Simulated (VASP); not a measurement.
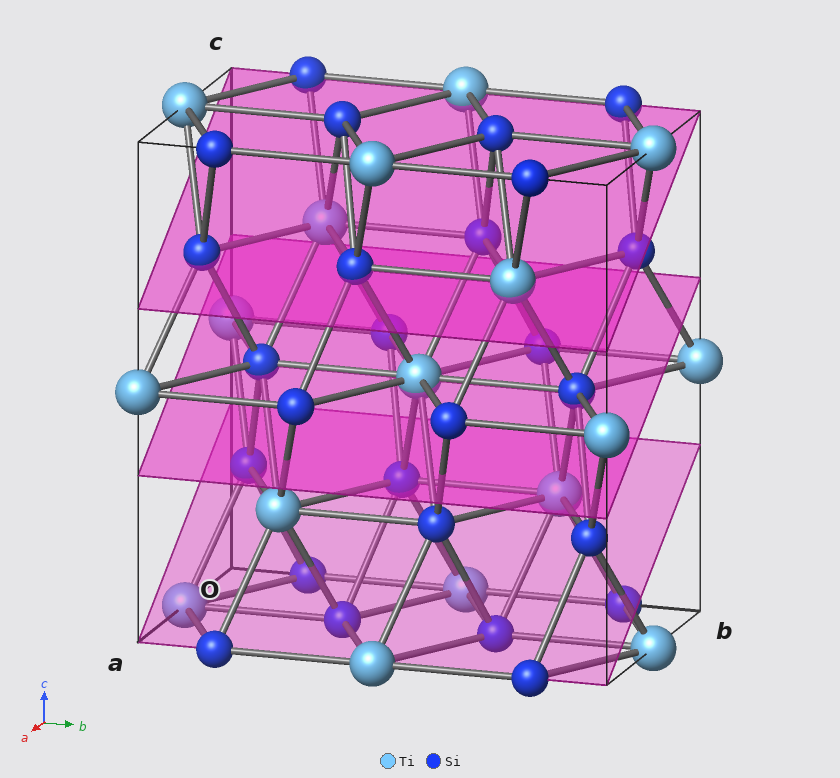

Every member of one family of equally spaced planes, hx + ky + lz = a whole number, that cuts the unit cell is shaded (one member passes through the origin O, touching the cell only at an edge or corner). Crystal: TiSi₂, coordinates from a relaxation with VASP 6.6.1, VASP Kohn-Sham DFT of a periodic cell, PBE with TS, VASP PAW PBE potentials, recommended. The drawing is computed from the coordinates (standard cell, symmetry found to 0.002 Å).

a = 4.736 Å, b = 8.086 Å, c = 8.484 Å, α = 90.00°, β = 90.00°, γ = 90.00°.

Q: Which (hkl) family is drawn?

A: (1 0 3); the opposite sign names the same planes. The member next to the origin meets the axes a at 1, b never, c at 1/3.

Q: What is the spacing?

A: d = 2.428 Å.

Q: Which atoms of the cell lie in these planes (within 0.03 Å)?

A: 4 of the 8 Ti, 8 of the 16 Si.

Q: The space group is No. 70, Fddd, origin choice 1. How many reflections hkl are equivalent to this one (itself included), and does it occur?

A: 4 reflections are equivalent in the Laue class mmm. The reflection is systematically absent, by the centring.
